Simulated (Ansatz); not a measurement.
Input

```
crystal:
  lattice:
    - [3.1418708757, 0.0, 0.0]
    - [0.0, 3.1418708757, 0.0]
    - [0.0, 0.0, 3.8126168844]
  atoms:
    - { symbol: Ga, position: [0.5, 0.5, 0.5] }
    - { symbol: As, position: [0.0, 0.0, 0.0] }
basis:
  ecutwfc: 500
kpoints:
  mp_grid: { grid: [18, 18, 14] }
hamiltonian:
  xc: r2scan
scf:
  occupations: { method: gaussian, width: 0.1 }
output:
  forces: true
  stress: true
  eigenvalues: true
  write_density: true
  write_potential: true
  elf: true
  volumetric_format: npy
relax:
  adjacent_minimum: "off"
  f_tol: 0.01
  max_steps: 80
  cell: { stress_tol: 0.05 }
```

Launched as:

```sh
ansatz run input.yaml --threads 1 --pin off --max-ram 3072MiB --backend cpu --events-out ev --progress --plain --runs-dir out
```

Below, planes, directions and counts refer to the conventional cell (a = 3.26 Å, b = 3.26 Å, c = 3.51 Å, α = 90.00°, β = 90.00°, γ = 90.00°).

The fields are those of the run's last geometry, not of the input's.

Space group P4/mmm; started from the CuAu (L1_0)_123 prototype, which need not be the ambient phase.

All numbers below come from Ansatz, DFT r2SCAN, scalar-relativistic, plane waves, PAW.

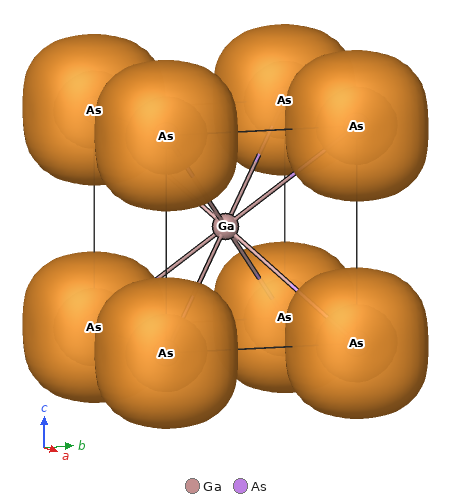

GaAs. Isosurface of the electron localisation function at 0.55 (orange), seen slightly off an axis. Core shells and regions of very low density are left out. Sticks mark near contacts.

In a PAW calculation such maps are meaningful between the atoms, not at the nuclei.

**Describe the localisation domains.**

The ELF exceeds this value in one region wrapped around As (its valence shell), counted in one cell of 2 atoms. Regions shared between cells count once. Profiles from the grid: Ga–As (2.90 Å): the ELF is about 0.45 at the midpoint.
